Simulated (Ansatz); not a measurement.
## Electronic structure of Hf₇S₁₆ (cell charge −4, with a compensating background) (cell with a defect) in real space

Input

```
crystal:
  lattice:
    - [-5.4095179643, 3.1231866529, 5.7701087873]
    - [5.4095179643, -3.1231866529, 5.7701087873]
    - [3.6063453096, 6.2463733058, -5.7701087873]
  atoms:
    - { symbol: Hf, position: [0.0, 0.0, 0.0] }
    - { symbol: Hf, position: [0.5, 0.5, 0.0] }
    - { symbol: Hf, position: [0.875, 0.375, 0.25] }
    - { symbol: Hf, position: [0.75, 0.75, 0.5] }
    - { symbol: Hf, position: [0.25, 0.25, 0.5] }
    - { symbol: Hf, position: [0.125, 0.625, 0.75] }
    - { symbol: Hf, position: [0.625, 0.125, 0.75] }
    - { symbol: S, position: [0.4154901904, 0.5821568571, 0.25] }
    - { symbol: S, position: [0.9154901904, 0.0821568571, 0.25] }
    - { symbol: S, position: [0.2904901904, 0.9571568571, 0.5] }
    - { symbol: S, position: [0.7904901904, 0.4571568571, 0.5] }
    - { symbol: S, position: [0.6654901904, 0.8321568571, 0.75] }
    - { symbol: S, position: [0.1654901904, 0.3321568571, 0.75] }
    - { symbol: S, position: [0.0404901904, 0.7071568571, 0.0] }
    - { symbol: S, position: [0.5404901904, 0.2071568571, 0.0] }
    - { symbol: S, position: [0.3345098096, 0.1678431429, 0.25] }
    - { symbol: S, position: [0.8345098096, 0.6678431429, 0.25] }
    - { symbol: S, position: [0.2095098096, 0.5428431429, 0.5] }
    - { symbol: S, position: [0.7095098096, 0.0428431429, 0.5] }
    - { symbol: S, position: [0.5845098096, 0.4178431429, 0.75] }
    - { symbol: S, position: [0.0845098096, 0.9178431429, 0.75] }
    - { symbol: S, position: [0.9595098096, 0.2928431429, 0.0] }
    - { symbol: S, position: [0.4595098096, 0.7928431429, 0.0] }
total_charge: -4
basis:
  ecutwfc: 420
kpoints:
  mp_grid: { grid: [4, 4, 4] }
hamiltonian:
  xc: pbe
  dispersion: d3bj
scf:
  occupations: { method: gaussian, width: 0.05 }
output:
  forces: true
  stress: true
  eigenvalues: true
  write_density: true
  write_potential: true
  elf: true
  volumetric_format: npy
relax:
  adjacent_minimum: "off"
  f_tol: 0.02
  max_steps: 50
```

Command:

```sh
ansatz run input.yaml --threads 4 --pin off --max-ram 9216MiB --backend cpu --events-out ev --progress --plain --runs-dir out
```

The fields are those of the relaxed geometry.

Level of theory: Ansatz 0.2.0, DFT PBE+D3(BJ), scalar-relativistic, plane waves, PAW.

Core electrons are frozen (PAW), and the valence fields are smoothed inside the atomic spheres.

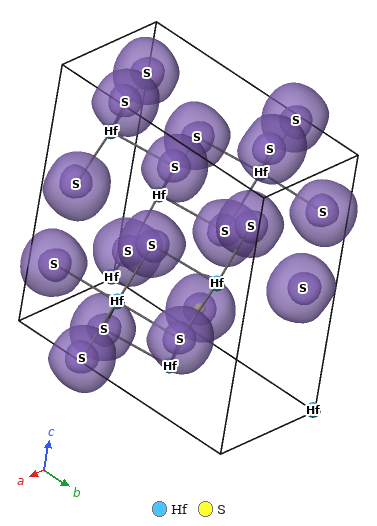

Figure 1. Isosurface of the electron localisation function at 0.75 (purple), seen slightly off an axis. Core shells and regions of very low density are left out. Sticks mark near contacts.

Question: Identify the bonds, lone pairs and shells in this picture.

Answer: At this value the surface marks out 16 regions wrapped around S (the valence shell of each), counted in one cell of 23 atoms. Regions shared between cells count once. Profiles from the grid: Hf–S (2.42 Å): the ELF peaks at about 0.85 in the valence shell of S, 0.8 Å from its nucleus, and is about 0.40 at the midpoint. Hf–S (2.51 Å): the ELF peaks at about 0.85 in the valence shell of S, 0.8 Å from its nucleus, and is about 0.40 at the midpoint.

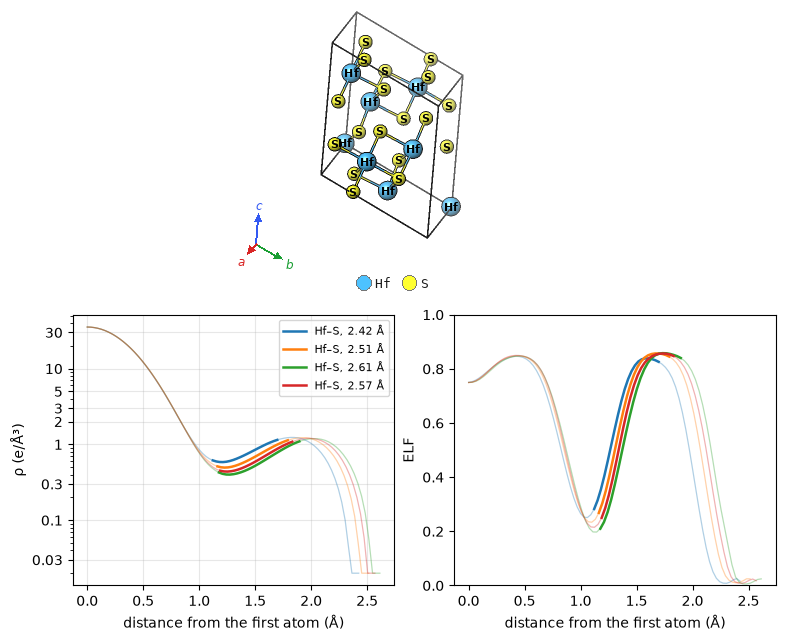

Figure 2. Valence charge density (pseudo) and electron localisation function along straight lines between neighbouring atoms. Thin, pale parts lie inside the atomic spheres. The structure is drawn too.

Question: Compare the contacts.

Answer: Hf–S (2.42 Å): ρ at the midpoint is about 0.58 e/Å³; the ELF peaks at about 0.85 in the valence shell of S, 0.8 Å from its nucleus, and is about 0.40 at the midpoint.
Hf–S (2.51 Å): ρ at the midpoint is about 0.5 e/Å³; the ELF peaks at about 0.85 in the valence shell of S, 0.8 Å from its nucleus, and is about 0.40 at the midpoint.
Hf–S (2.61 Å): ρ is about 0.4 e/Å³ halfway; the ELF peaks at about 0.85 in the valence shell of S, 0.9 Å from its nucleus, and is about 0.35 at the midpoint.
Hf–S (2.57 Å): the density is about 0.44 e/Å³ at the midpoint; the ELF peaks at about 0.85 in the valence shell of S, 0.8 Å from its nucleus, and is about 0.40 at the midpoint.

Question: Metal or insulator at this level of theory?

Answer: It is gapped, with a Kohn–Sham gap of 1.1 eV on the k-point mesh, an upper bound to the gap of this method.
